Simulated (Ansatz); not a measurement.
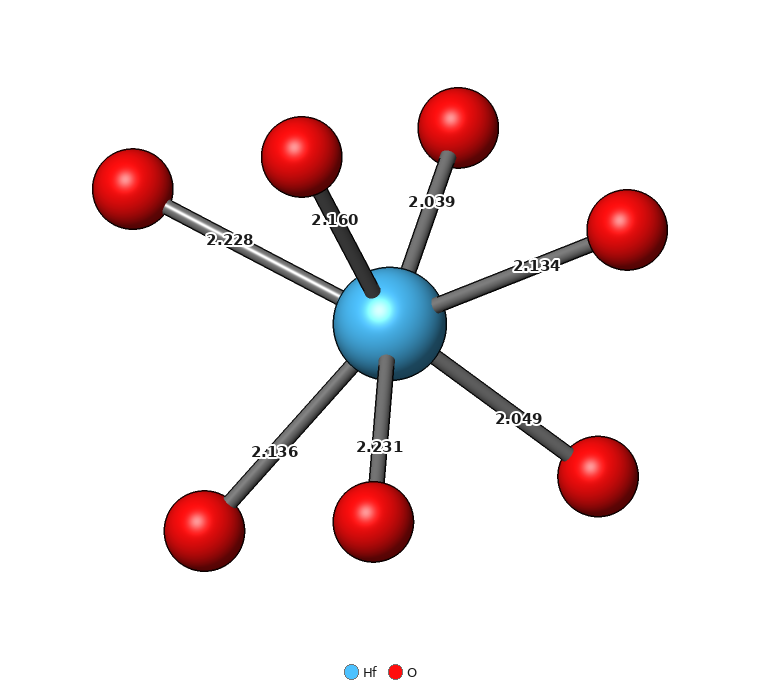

The surroundings of site Hf1 (at 0.277, 0.043, 0.208) in HfO2 in space group P2_1/c, with bond lengths in Å.

Origin of the cell: the end point of a relaxation with DFT, PBEsol, plane waves, PAW in Ansatz 0.2.0.

```xyz
12
Lattice="5.0961 0.0000 0.0000 0.0000 5.1766 0.0000 -0.8813 0.0000 5.1974" Properties=species:S:1:pos:R:3 pbc="T T T"
Hf    1.2288    0.2225    1.0819
Hf    3.4266    2.8108    1.5168
Hf    2.9860    4.9541    4.1154
Hf    0.7882    2.3658    3.6806
O     1.8559    3.9247    2.4945
O     2.7996    1.3364    0.1042
O     2.3589    1.2519    2.7029
O     1.4153    3.8403    5.0931
O     0.0616    1.7448    1.7730
O     4.5939    4.3331    0.8257
O     4.1532    3.4319    3.4244
O    -0.3791    0.8436    4.3717
```

Bond valence s = exp((R0 − d)/b), R0 fitted to published crystal structures with b = 0.37 Å; R0 in Å: Hf4+–O 1.921.

Question: Calculate the bond-valence sum of Hf1 from the bonds drawn.

Answer: 1 × 0.727 + 1 × 0.708 + 1 × 0.562 + 1 × 0.559 + 1 × 0.524 + 1 × 0.436 + 1 × 0.433 = 3.95 v.u., against a formal valence of 4: a close match.

Question: And over the whole structure?

Answer:
```
site              x, y, z  formal valence  bond-valence sum  difference
 Hf1  0.277, 0.043, 0.208              +4              4.02        0.02
  O1  0.447, 0.758, 0.480              −2              1.98       -0.02
  O2  0.071, 0.337, 0.341              −2              2.05        0.05
```

These sums include all anions within 5 Å. The global instability index (root mean square of the differences over all atoms) is 0.03 v.u.: little strain.
